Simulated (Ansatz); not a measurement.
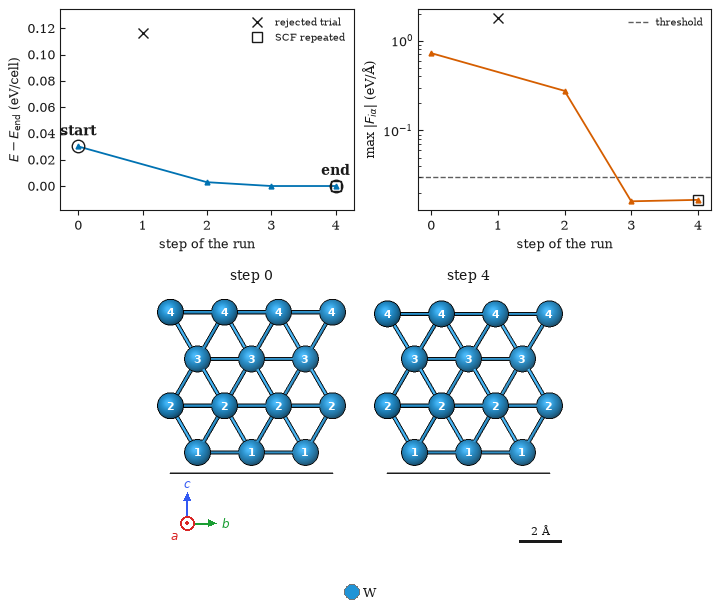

First and last geometry of a constrained relaxation of a slab of composition W (cut from the Im-3m phase), with the history of the run. Style: ball-and-stick. Shown: the 3 × 3 repeat of the cell, outlined in the plane, without the vacuum, along the a axis.

Case: clean slab, lower half held. The slab is the (1 1 0) face of W. 2 atoms are held fixed.

The calculation used Ansatz 0.2.0, DFT PBEsol, scalar-relativistic, plane waves, PAW.

Input
```yaml
crystal:
  lattice:
    - [2.731756133, 0.0, 0.0]
    - [-0.9105853777, 2.5755243816, 0.0]
    - [0.0, 0.0, 23.6914086276]
  atoms:
    - { symbol: W, position: [0.5, 0.5, 0.3587798486] }
    - { symbol: W, position: [0.0, 0.0, 0.4529266162] }
    - { symbol: W, position: [0.5, 0.5, 0.5470733838] }
    - { symbol: W, position: [0.0, 0.0, 0.6412201514] }
basis:
  ecutwfc: 420
kpoints:
  mp_grid: { grid: [11, 11, 1] }
hamiltonian:
  xc: pbesol
scf:
  occupations: { method: gaussian, width: 0.1 }
output:
  forces: true
  eigenvalues: true
  write_density: true
  write_potential: true
  elf: true
  volumetric_format: npy
relax:
  adjacent_minimum: "off"
  f_tol: 0.03
  max_steps: 70
  constraints: [{ sites: [0, 1] }]
efield:
  axis: 3
  dipole_correction: true
  ramp_width: 0.04
```

Command:
```bash
ansatz run input.yaml --threads 1 --pin off --max-ram 2560MiB --backend cpu --events-out ev --progress --plain --runs-dir out
```

Q: What do the curves and the structures tell?

A: It converged. W4 moves most: 0.080 Å along the normal (−c). The cell stays as it was. Near-neighbour distances that change, for instance: W3–W4 2.732 → 2.666 Å, W3–W4 (another image) 3.154 → 3.097 Å. Bond angles that change, for instance: W3–W4–W3 70.5° → 72.6°. The energy falls by 30.1 meV per cell of the calculation in 2 accepted moves (4 points after the start). The largest force component goes from 0.72 to 0.017 eV/Å. The line search rejected the trial step at point 1 of the run. 1 step only repeated the SCF at the same geometry.
